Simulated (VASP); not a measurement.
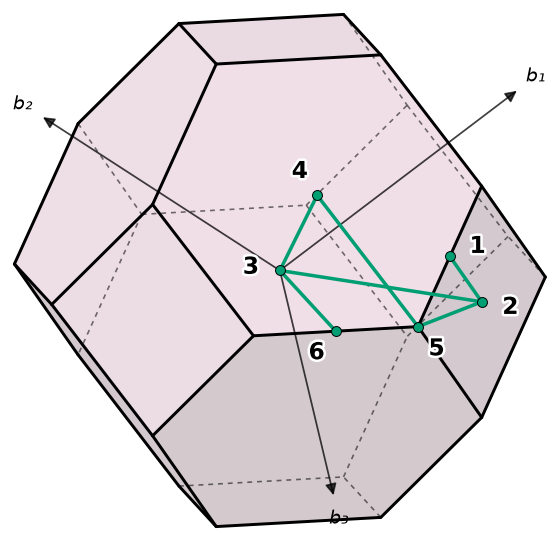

The first Brillouin zone of a face-centred cubic lattice (cF; extended symbol cF2) is drawn with its special points numbered. Crystal: Ge, an entry of the Crystallography Open Database, as set up for an electronic-structure calculation. Symmetry computed with spglib at a tolerance of 0.002 Å; standard conventional cell.

a = 5.658 Å, b = 5.658 Å, c = 5.658 Å, α = 90.00°, β = 90.00°, γ = 90.00°.

Labels and path follow the convention of Hinuma et al. (2017), as computed by seekpath; the arrows show the directions of the reciprocal primitive vectors b₁, b₂, b₃, in which coordinates are given.

Which special point is each number?

| no. | label | coordinates |
| --- | --- | --- |
| 1 | U | (5/8, 1/4, 5/8) |
| 2 | X | (1/2, 0, 1/2) |
| 3 | Γ | (0, 0, 0) |
| 4 | L | (1/2, 1/2, 1/2) |
| 5 | W | (1/2, 1/4, 3/4) |
| 6 | K | (3/8, 3/8, 3/4) |
